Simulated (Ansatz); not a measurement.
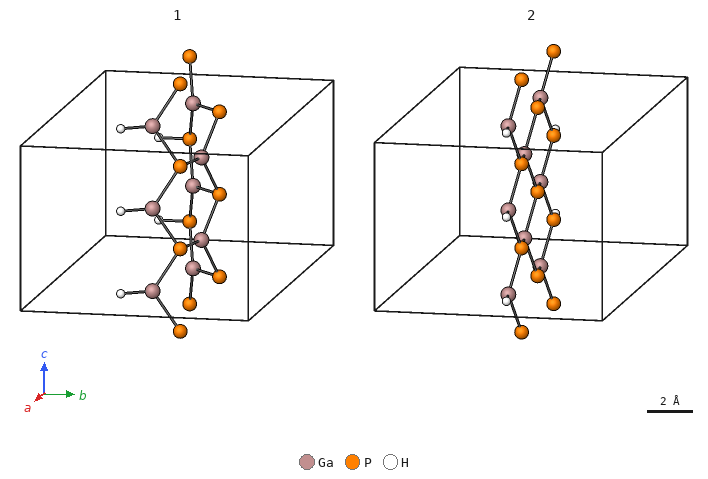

Two geometries of a wire of composition Ga3P3H2, drawn at one scale. One is the start of a relaxation, the other its converged end. Style: ball-and-stick. Shown: the 2 repeat of the cell, with the vacuum cut short, slightly off an axis.

These are results of DFT PBEsol, scalar-relativistic, plane waves, PAW in Ansatz, not measurements. Set-up: plane-wave cutoff 420 eV; k-point mesh 1 × 1 × 14; occupations gaussian; smearing width 0.05 eV; no spin polarisation; cell relaxed at fixed a, b, alpha, beta, gamma; force threshold 0.02 eV/Å; at most 45 steps.

Q: Which geometry has the lower energy?

A: Structure 1 is the relaxed one. Case: zigzag ribbon, 3 formula units a period, edges capped with H. An H atom moves most relative to the centre of the atoms: 2.33 Å. Largest moves by element: H 2.33 Å, P 1.63 Å, Ga 1.41 Å. Along the periodic axis the drawn cell goes c 7.716 → 7.563 Å (−2.0 %). Some distances before and after: Ga–P 2.257 → 2.295 Å, Ga–P 2.257 → 2.273 Å, Ga–H 1.570 → 1.555 Å, H–P 1.420 → 1.431 Å. Among the angles between lasting bonds that change: Ga–P–Ga 117.5° → 101.0°, Ga–P–H 117.5° → 101.3°, Ga–P–Ga 117.5° → 108.4°. The energy falls by 0.422 eV per cell of the calculation in 20 accepted moves (24 points after the start). Largest force component: 0.46 eV/Å at the start, 0.013 eV/Å at the end. The line search rejected the trial steps at points 6, 14, 18 of the run. The SCF was repeated once at an unchanged geometry on a basis and grid sized afresh for the cell, which shifted the energy by 0.9 meV per cell of the calculation at most. Cost: 8 min on 4 threads of Intel(R) Xeon(R) Processor @ 2.50GHz (Skylake/Cascade Lake) (shared host), peak memory 1.1 GiB.
